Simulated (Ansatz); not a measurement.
```
Ir O
1.0
     4.80486    0.00000    0.00000
     0.00000    4.80486    0.00000
     0.00000    0.00000    4.80486
Ir O
4 6
Direct
  0.25000 0.25000 0.25000
  0.25000 0.75000 0.75000
  0.75000 0.75000 0.25000
  0.75000 0.25000 0.75000
  0.50000 0.00000 0.00000
  0.50000 0.00000 0.50000
  0.00000 0.50000 0.00000
  0.50000 0.50000 0.00000
  0.00000 0.50000 0.50000
  0.00000 0.00000 0.50000
```

Space group Pn-3m; a generated structure, not necessarily the stable one; computed pressure about −6 GPa in this cell; computed without spin polarisation.

Method: DFT r2SCAN, scalar-relativistic, plane waves, PAW in Ansatz 0.2.0.

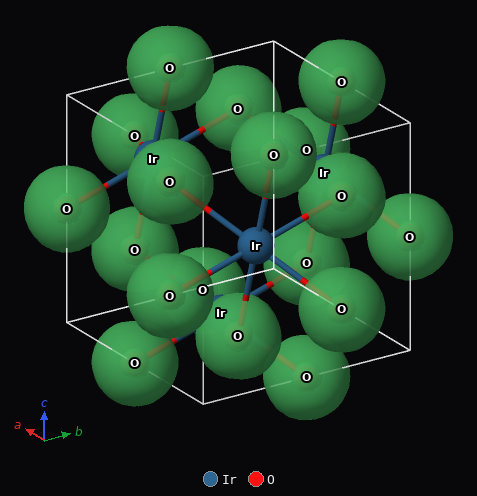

Ir2O3. Isosurface of the electron localisation function at 0.6 (green), seen at an oblique angle. Only the valence region is drawn (cores and ρ < 0.01 e/Å³ removed). Sticks mark near contacts.

Core electrons are frozen (PAW), and the valence fields are smoothed inside the atomic spheres.

What do the ELF domains correspond to?

Answer. At this value the surface marks out six regions wrapped around O (the valence shell of each), counted in one cell of 10 atoms. Regions shared between cells count once.

Values along the shortest contacts:
Ir–O (2.08 Å): the ELF peaks at about 0.85 in the valence shell of O, 0.7 Å from its nucleus, and is about 0.15 at the midpoint; no localised pair shows between them.

Which way does charge flow, and how much by Bader's partition?

Answer. Electrons move from Ir towards O. Bader charges: Ir +1.39 and O −0.93 e.
